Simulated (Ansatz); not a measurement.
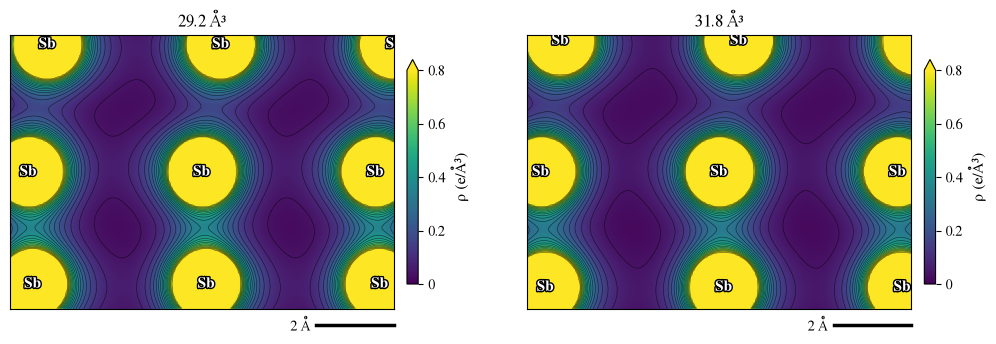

Sb. The valence charge density (pseudo) of cells scaled evenly to different volumes (given per atom above each panel), on the (011̄) plane of each (indices in the axes of the cell below), at one length scale and on one colour scale.

Level of theory: DFT, PBE, PAW with Ansatz's default frozen-core files, scalar-relativistic in Ansatz 0.2.0.

Core electrons are frozen (PAW), and the valence fields are smoothed inside the atomic spheres.

The largest cell:

```
CELL_PARAMETERS angstrom
2.19278 1.26600 3.81743
-2.19278 1.26600 3.81743
0.00000 -2.53200 3.81743
ATOMIC_POSITIONS crystal
Sb 0.23364 0.23364 0.23364
Sb 0.76636 0.76636 0.76636
```

| volume (Å³/atom) | Sb–Sb contact in the plane (Å) | ρ at its midpoint (e/Å³) | pressure (GPa) | 
| --- | --- | --- | --- |
| 29.24 | 2.879 | 0.364 | 4.8 | 
| 29.99 | 2.903 | ? | ? | 
| 31.79 | 2.960 | 0.326 | −0.2 | 

> What values belong in the row with question marks?

Over the known rows ln ρ falls by 1.36 per Å of Sb–Sb distance (the line through the two), which gives 0.352 e/Å³ at 2.903 Å; the calculation gives 0.353 e/Å³. For the pressure, a straight line in volume between the neighbouring rows gives 3.3 GPa; the calculation gives 3.1.
